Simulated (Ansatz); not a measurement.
**AlGaN2: geometry relaxation (part 2 of 2)**

AlGaN2 (P-4m2, 4 atoms in the cell); DFT LDA, scalar-relativistic, plane waves, PAW, no spin polarisation (Ansatz 0.2.0); cutoff 420 eV, 8×8×6 k-mesh, Gaussian smearing of 0.02 eV. The structure derives from a Materials Project entry.

Geometry of the input (Å; fractional positions):
```
3.1409  0.0000  0.0000
0.0000  3.1409  0.0000
0.0000  0.0000  4.4238
Al 0.5000  0.5000  0.5000
Ga 0.0000  0.0000  0.0000
N  0.5000  0.0000  0.7383
N  0.0000  0.5000  0.2617
```

**What the program printed, continued**
```
SCF iter   1: F=—  HF=-4971.891799 eV  |F-HF|=—  |Δ(HF+E_count)|=         —  Δρ=5.17e-6  dr2=1.59e-9  ethr=3.77e-8  ⟨swp⟩=3.0  Hψ=8229  notcnv=0
preconditioner: auto → none  [insulator: Δε(μ)=3.055 eV  Ē_g=15.757 eV  σ=0.020 eV  W_gap=1.00  n_scr=14 (ndim 8)  ℏωp=29.0 eV  f_vac=0.000  D(μ)=0.00/eV (n_scr^D=0)  ε∞_Penn≈4.4]
SCF iter   2: F=—  HF=-4971.891800 eV  |F-HF|=—  |Δ(HF+E_count)|=   9.47e-7  Δρ=2.45e-6  dr2=3.02e-10  ethr=6.12e-12  ⟨swp⟩=2.1  Hψ=1785  notcnv=0
iter 3 did not close the SCF: its close was put off for the readings that it lacked (scf_convergence_deferred on its scf_iter line)
SCF iter   3: F=-4971.891800 eV  HF=-4971.891800 eV  |F-HF|=0.00e0  |Δ(HF+E_count)|=  2.88e-10  Δρ=4.67e-7  dr2=1.61e-11  ethr=1.16e-12  ⟨swp⟩=2.0  Hψ=1440  notcnv=0
iter 4 did not close the SCF: its close was put off for the readings that it lacked (scf_convergence_deferred on its scf_iter line)
SCF iter   4: F=-4971.891800 eV  HF=-4971.891800 eV  |F-HF|=1.82e-12  |Δ(HF+E_count)|=  7.28e-12  Δρ=5.15e-8  dr2=4.38e-13  ethr=1.00e-12  ⟨swp⟩=1.0  Hψ=1020  notcnv=0
iter 5 did not close the SCF: its close was put off for the readings that it lacked (scf_convergence_deferred on its scf_iter line)
SCF iter   5: F=-4971.891800 eV  HF=-4971.891800 eV  |F-HF|=0.00e0  |Δ(HF+E_count)|=    0.00e0  Δρ=1.89e-8  dr2=5.98e-14  ethr=1.00e-12  ⟨swp⟩=1.0  Hψ=1020  notcnv=0
iter 6 did not close the SCF: its close was put off for the readings that it lacked (scf_convergence_deferred on its scf_iter line)
SCF iter   6: F=-4971.891800 eV  HF=-4971.891800 eV  |F-HF|=0.00e0  |Δ(HF+E_count)|=    0.00e0  Δρ=5.53e-9  dr2=5.53e-15  ethr=1.00e-12  ⟨swp⟩=1.0  Hψ=1020  notcnv=0
SCF iter   7: F=-4971.891800 eV  HF=-4971.891800 eV  |F-HF|=9.09e-13  |Δ(HF+E_count)|=  9.09e-13  Δρ=1.65e-9  dr2=5.53e-16  ethr=1.00e-12  ⟨swp⟩=2.1  Hψ=3012  notcnv=0
SCF 7 converged in 7 iterations: F = -4971.891800 eV  dr2 = 5.53e-16
relax step   7: F+E_penalty+E_count = -4971.89180028 eV  Δ(F+E_penalty+E_count) = +1.113e-4 eV  max|allowed force component| = 6.050e-4 eV/Å  Δτ_max = 0.0000 Å  P = -0.006 GPa  Ω = 42.550 Å³  stress off target by 9.34e-3 GPa  SCF on the basis re-selected at this cell (its energy is not comparable with the rows above)  (7 SCF iters)
```

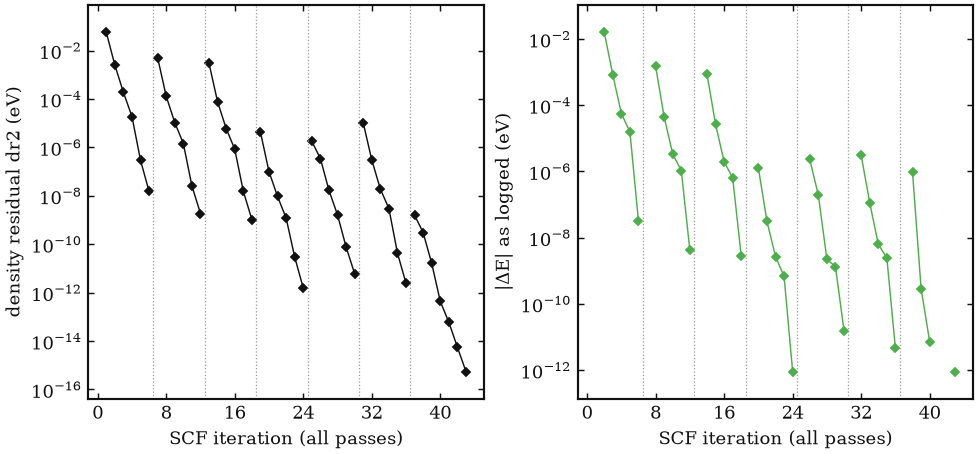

Fig. 1: Convergence of the self-consistent field: density residual dr2 and size of the energy change against the SCF iteration. The dotted lines part the SCF passes of the relaxation: geometry steps, rejected trials and re-solves on a re-selected basis. The 7 passes take 6 to 7 iterations each, 43 in all.

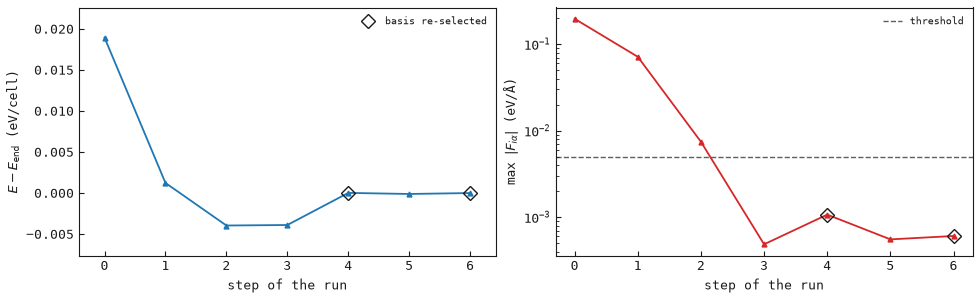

Fig. 2: Progress of the relaxation, step by step (the first geometry is step 0 here and step 1 in the log).

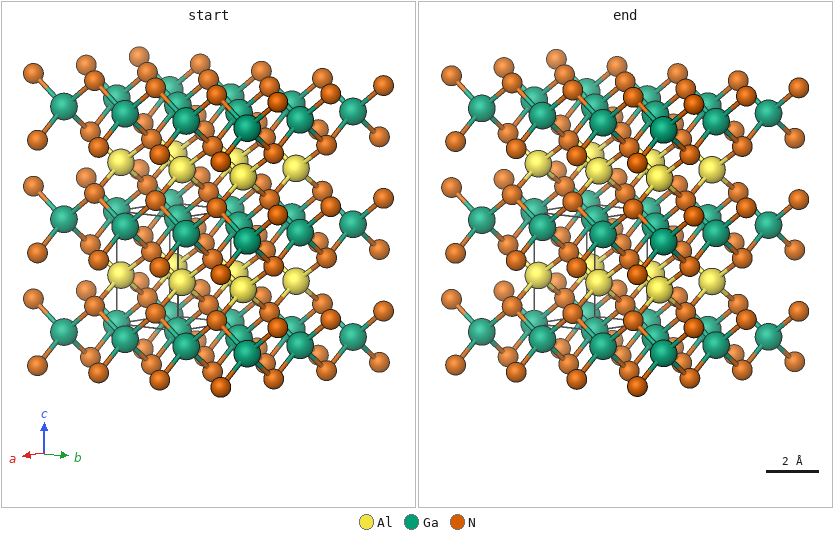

Fig. 3: Before (left) and after (right) the relaxation, at one scale (ball-and-stick view of the cell of the calculation, repeated 2 × 3 × 2, with bonded neighbours outside it, seen at an oblique angle). The energy falls by 19.1 meV per cell of the calculation in 4 geometry steps. Largest force component: 0.2 eV/Å at the start, 0.0006 eV/Å at the end. Pressure: −4.97 GPa at the start and −0.01 GPa at the end. 1 further SCF at an unchanged geometry re-selected the plane-wave basis for the new cell. The largest moves relative to the cell, 0.008 Å, are those of N3 and N4. Al and Ga stay in place. The drawn cell changes as follows: a = b 3.141 → 3.115 Å (−0.8 %), c 4.424 → 4.384 Å (−0.9 %); the volume changes by −2.5 %. Among the contacts that change: Ga2–N3 1.951 → 1.930 Å, Al1–N3 1.891 → 1.880 Å. The space group stays P-4m2 (No. 115). The energy change given includes the shifts at the re-selections in mid-walk, which come without any move. A last SCF at the same geometry on a re-selected plane-wave basis shifts the energy by +0.1 meV per cell of the calculation. (Atoms are counted from 1 in the order of the input.)

```
basis re-selected at this cell: Δ(F+E_penalty+E_count) = +1.113e-4 eV, ΔP = -0.003 GPa vs the last step (what re-selecting the basis moved, of the pressure what is left beyond the Pulay correction that the steps carried, after the strain that the cell walked since its last selection, with what the two solves' SCF thresholds leave and, on support functions, any second-order correction that the steps lacked; it is no measure of the basis error at this ecutwfc). This SCF's stress stands 9.34e-3 GPa from its target on what of the cell is left free (relax.cell.stress_tol is 5.00e-2 GPa) and its largest allowed force component is 6.05e-4 eV/Å (relax.f_tol is 5.00e-3 eV/Å): within both
SCF converged after 7 iterations
Free energy (F): -4971.891800 eV
Harris-Foulkes:  -4971.891800 eV  (|F-HF|=9.09e-13)
Internal energy: -4971.891800 eV  (E = F + TS)
E sigma→0 (E₀):  -4971.891800 eV
Fermi energy:    9.945069 eV
--- Per-component energies (eV) ---
  E_band       = 0.163137
  E_kinetic    = 407.515447
  E_local      = -2454.825036  (includes V_loc(G=0)·N_el)
  E_nonlocal   = 535.389575
  E_hartree    = 1110.072303
  E_xc         = -228.987649
  E_vxc        = -242.492353  (∫ρ·V_xc dr)
  E_paw        = -2597.132959  (= ΣΔE_a)
  E_vpaw       = -465.569163  (= ΣTr[D̂ρ^β])
  E_aug_tail   = 0.000062  (compensation charges beyond the density's cutoff)
  E_ewald      = -1745.867827
  E_core_change = 1.944285  (= ΣΔE_core)
  E_smearing   = -0.000000  (= −TS)
  E_closure    = 0.000000  (closes the sum)
  Σ components = -4971.891800   (vs F -4971.891800, Δ=0.00e0)
--- Forces (eV/Å), atoms counted from 1 ---
  atom   1  Al     0.00000000    -0.00000000    -0.00000000
  atom   2  Ga     0.00000000    -0.00000000     0.00000000
  atom   3  N     -0.00000000     0.00000000    -0.00060504
  atom   4  N     -0.00000000     0.00000000     0.00060504
  max |Σ_I F_I| component: 1.80e-16 eV/Å
--- Stress (GPa, compression-positive) ---
       -0.005068       0.000000       0.000000
        0.000000      -0.005068      -0.000000
        0.000000      -0.000000      -0.009341
  P = ⅓ Tr σ = -0.0065 GPa (-0.065 kbar)
--- Band table (eV; the first three rows and the last of 60) ---
  k-point 0: bands = ["-7.1328", "-5.7262", "-4.7081", "-4.7081", "-4.6618", "-4.4861", "-3.1758", "2.7519", "6.0135", "6.0135", "8.1942", "8.4176", "8.4176", "11.4724", "11.9226", "15.9999", "19.7157"]
  k-point 1: bands = ["-7.0088", "-5.7521", "-4.7101", "-4.7101", "-4.6577", "-4.4860", "-3.4632", "3.1144", "6.1392", "6.1392", "7.6324", "8.2320", "8.2320", "11.9296", "12.4306", "16.1529", "19.2114"]
  k-point 2: bands = ["-6.6776", "-5.8600", "-4.7141", "-4.7141", "-4.6409", "-4.4859", "-4.0262", "3.9416", "6.4813", "6.4813", "6.5822", "7.7723", "7.7723", "12.9298", "13.4255", "16.4845", "18.0718"]
  k-point 59: bands = ["-5.7125", "-5.7125", "-4.7073", "-4.5339", "-4.5136", "-2.9041", "-2.9041", "3.0476", "3.9870", "4.3024", "5.0705", "5.0752", "5.0752", "14.5846", "14.5846", "17.4372", "19.3172"]
--- Relaxed structure (5 steps of the walk, 5 accepted, 2 SCFs on fresh bases) ---
  F+E_penalty+E_count = -4971.89180028 eV   max|allowed force component| = 6.050e-4 eV/Å   (the final SCF, on the basis selected at the relaxed cell)
  cell:  # Å, volume = 42.5500 Å³
    - [3.1152864667940197, 0.0, 6.271199148385553e-33]
    - [0.0, 3.1152864667940197, 0.0]
    - [8.83280952796492e-33, 0.0, 4.3843301979713205]
  atoms:
    - { symbol: Al, position: [0.5, 0.5, 0.5000000000000001] }
    - { symbol: Ga, position: [5.748583261514007e-34, 0.0, 0.0] }
    - { symbol: N, position: [0.5, 0.0, 0.7400513255547313] }
    - { symbol: N, position: [-5.748583261514008e-34, 0.5, 0.2599486744452689] }
```

**Trajectory as extended XYZ (Å, eV, eV/Å), 7 frames, from step=1 to step=7**
```
4
Lattice="3.1409 0.0000 0.0000 0.0000 3.1409 0.0000 0.0000 0.0000 4.4238" Properties=species:S:1:pos:R:3:forces:R:3 step=1 energy=-4971.87286 pressure_GPa=-4.97
Al    1.5704    1.5704    2.2119    0.0000   0.0000   0.0000
Ga    0.0000    0.0000    0.0000    0.0000   0.0000   0.0000
N     1.5704    0.0000    3.2660    0.0000   0.0000   0.1967
N     0.0000    1.5704    1.1579    0.0000   0.0000  -0.1967
4
Lattice="3.1272 0.0000 0.0000 0.0000 3.1272 0.0000 0.0000 0.0000 4.3997" Properties=species:S:1:pos:R:3:forces:R:3 step=2 energy=-4971.89057 pressure_GPa=-2.17
Al    1.5636    1.5636    2.1999    0.0000   0.0000   0.0000
Ga    0.0000    0.0000    0.0000    0.0000   0.0000   0.0000
N     1.5636    0.0000    3.2533    0.0000   0.0000   0.0715
N     0.0000    1.5636    1.1465    0.0000   0.0000  -0.0715
4
Lattice="3.1157 0.0000 0.0000 0.0000 3.1157 0.0000 0.0000 0.0000 4.3844" Properties=species:S:1:pos:R:3:forces:R:3 step=3 energy=-4971.89575 pressure_GPa=0.08
Al    1.5578    1.5578    2.1922    0.0000   0.0000   0.0000
Ga    0.0000    0.0000    0.0000    0.0000   0.0000   0.0000
N     1.5578    0.0000    3.2450    0.0000   0.0000  -0.0074
N     0.0000    1.5578    1.1394    0.0000   0.0000   0.0074
4
Lattice="3.1159 0.0000 0.0000 0.0000 3.1159 0.0000 0.0000 0.0000 4.3854" Properties=species:S:1:pos:R:3:forces:R:3 step=4 energy=-4971.89569 pressure_GPa=-0.00
Al    1.5580    1.5580    2.1927    0.0000   0.0000   0.0000
Ga    0.0000    0.0000    0.0000    0.0000   0.0000   0.0000
N     1.5580    0.0000    3.2455    0.0000   0.0000  -0.0005
N     0.0000    1.5580    1.1400    0.0000   0.0000   0.0005
4
Lattice="3.1159 0.0000 0.0000 0.0000 3.1159 0.0000 0.0000 0.0000 4.3854" Properties=species:S:1:pos:R:3:forces:R:3 step=5 energy=-4971.89178 pressure_GPa=-0.14
Al    1.5580    1.5580    2.1927    0.0000   0.0000   0.0000
Ga    0.0000    0.0000    0.0000    0.0000   0.0000   0.0000
N     1.5580    0.0000    3.2455    0.0000   0.0000  -0.0011
N     0.0000    1.5580    1.1400    0.0000   0.0000   0.0011
4
Lattice="3.1153 0.0000 0.0000 0.0000 3.1153 0.0000 0.0000 0.0000 4.3843" Properties=species:S:1:pos:R:3:forces:R:3 step=6 energy=-4971.89191 pressure_GPa=-0.00
Al    1.5576    1.5576    2.1922    0.0000   0.0000   0.0000
Ga    0.0000    0.0000    0.0000    0.0000   0.0000   0.0000
N     1.5576    0.0000    3.2446    0.0000   0.0000  -0.0006
N     0.0000    1.5576    1.1397    0.0000   0.0000   0.0006
4
Lattice="3.1153 0.0000 0.0000 0.0000 3.1153 0.0000 0.0000 0.0000 4.3843" Properties=species:S:1:pos:R:3:forces:R:3 step=7 energy=-4971.89180 pressure_GPa=-0.01
Al    1.5576    1.5576    2.1922    0.0000   0.0000   0.0000
Ga    0.0000    0.0000    0.0000    0.0000   0.0000   0.0000
N     1.5576    0.0000    3.2446    0.0000   0.0000  -0.0006
N     0.0000    1.5576    1.1397    0.0000   0.0000   0.0006
```

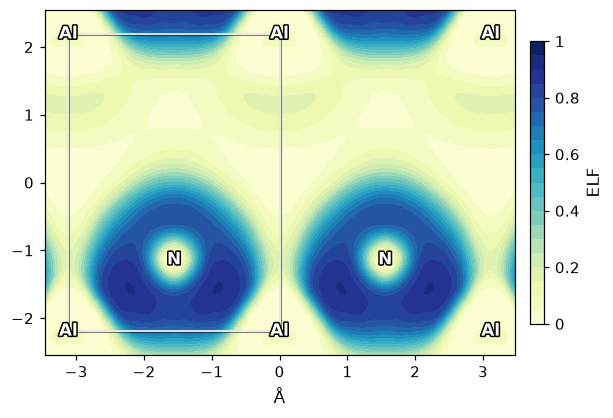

Fig. 4: Electron localisation function on the (100) plane of the conventional cell. The section cuts through Al and N sites. Al–N (1.88 Å): the ELF peaks at about 0.90 between the atoms, which marks a polar covalent bond. In a PAW calculation such maps are meaningful between the atoms, not at the nuclei.

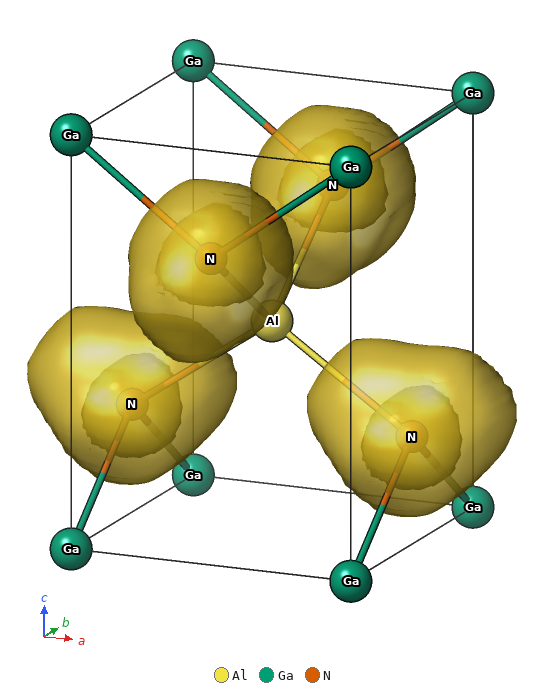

Fig. 5: Isosurface of the ELF at 0.75 (yellow), seen slightly off an axis. Core shells and regions of very low density are left out. Sticks mark near contacts. The outline is the cell set on symmetry axes. Ga–N (1.93 Å): the ELF is about 0.45 at the midpoint.

**Summary**

| quantity | value |
| --- | --- |
| outcome | converged |
| space group (tolerance 0.01 Å) | P-4m2 (115) |
| electrons treated | 26 |
| free energy | −4971.8918 eV |
| Fermi energy | 9.945 eV |
| gap on the k-point mesh | 3.05 eV |
| pressure | −0.01 GPa |
| final volume | 42.55 Å³ |
| largest force (length of the vector) at the end | 0.001 eV/Å |
| final cell | a = 3.115 Å, b = 3.115 Å, c = 4.384 Å, α = 90.00°, β = 90.00°, γ = 90.00° |
| hardware | 2 threads of Oxide Virtual Turin-like (Zen 5), 32 GiB of memory available, shared host |
| wall time | 9.8 s (CPU time 18 s) |
| peak memory | 0.42 GiB |
